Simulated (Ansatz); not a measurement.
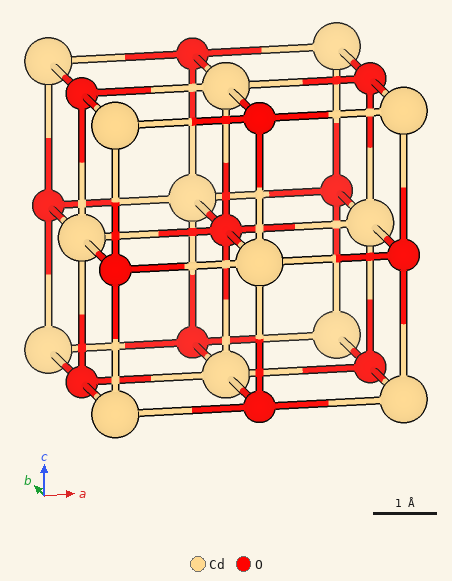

Lattice vibrations of crystalline CdO (a generated structure), at the zone centre. The picture is a ball-and-stick view of the conventional cell (4 times the calculation's cell), seen slightly off an axis. Lengths and directions refer to the drawn axes.

Computed with DFT PBE, scalar-relativistic, plane waves, PAW in Ansatz 0.2.0.

The input:
```yaml
crystal:
  lattice:
    - [0.0, 2.3842777431, 2.3842777431]
    - [2.3842777431, 0.0, 2.3842777431]
    - [2.3842777431, 2.3842777431, 0.0]
  atoms:
    - { symbol: Cd, position: [0.0, 0.0, 0.0] }
    - { symbol: O, position: [0.5, 0.5, 0.5] }
basis:
  ecutwfc: 420
kpoints:
  mp_grid: { grid: [20, 20, 20] }
hamiltonian:
  xc: pbe
scf:
  occupations: { method: fermi_dirac, width: 0.15 }
output:
  eigenvalues: true
phonons:
  method: dfpt
  eigenvectors: true
```

Run as
```bash
ansatz run input.yaml --threads 1 --pin off --max-ram 2560MiB --backend cpu --events-out ev --progress --plain --runs-dir out
```

The frequencies depend somewhat on the k-mesh and the smearing.

Question: List the optical modes.

Answer: The calculation's cell holds 2 atoms, so there are 3 optical modes, in 1 level. The optical modes span T₁u. No level is unstable.

```json
{"level": "1", "symmetry": "T₁u", "frequency (cm⁻¹)": "228", "activity": "infrared-active"}
```

The crystal is a metal, so free carriers screen the infrared response.

The displacement patterns (one member of each degenerate set):

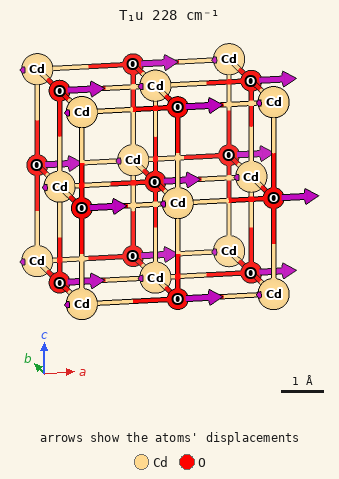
